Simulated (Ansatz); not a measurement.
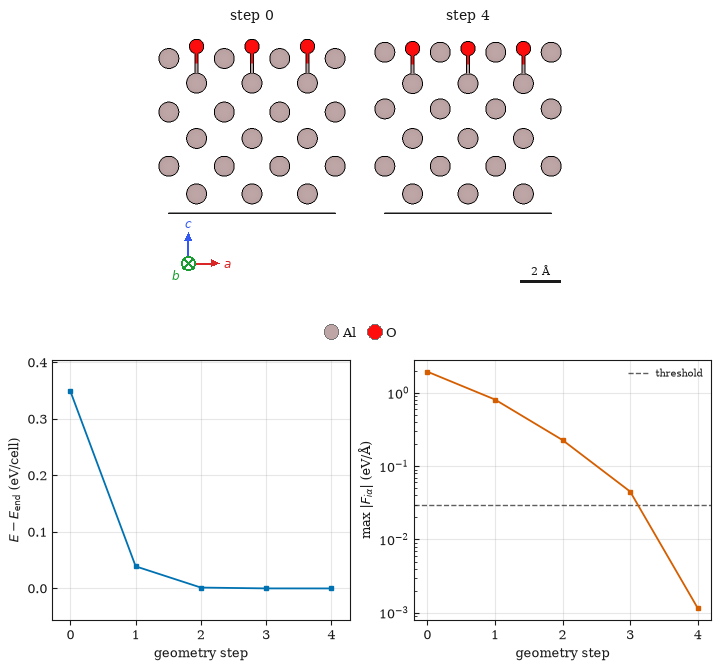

First and last geometry of a constrained relaxation of a slab of composition Al₆O (cut from the Fm-3m phase), with the history of the run. Style: ball-and-stick. Shown: the 3 × 1 repeat of the cell, outlined in the plane, without the vacuum, along the b axis.

Case: O put over an Al atom of a lower plane. The slab is the (1 1 0) face of Al with O on it. 3 atoms are held fixed.

Level of theory: DFT PBEsol, scalar-relativistic, plane waves, PAW (Ansatz 0.2.0). Settings: plane-wave cutoff 420 eV; k-point mesh 10 × 7 × 1; occupations gaussian; smearing width 0.1 eV; no spin polarisation; dipole correction; atoms relaxed in a fixed cell; force threshold 0.03 eV/Å; at most 70 steps.

**What do the curves and the structures tell?**

It converged. The largest move is that of an Al atom, 0.32 Å along the normal (+c). By element the largest moves are Al 0.32 Å, O 0.11 Å. The lattice vectors keep their values. Some distances before and after: Al–O 1.880 → 1.792 Å. The energy falls by 0.349 eV per cell of the calculation in 4 geometry steps. The largest force component goes from 2 to 0.0012 eV/Å. The run took 46 s on 1 thread of Intel(R) Xeon(R) 6975P-C (Granite Rapids), on a shared host, peak memory 0.52 GiB.

Limits of the set-up: the periodic images lie only 2.8 Å apart, so the values are limited by the cell's size.
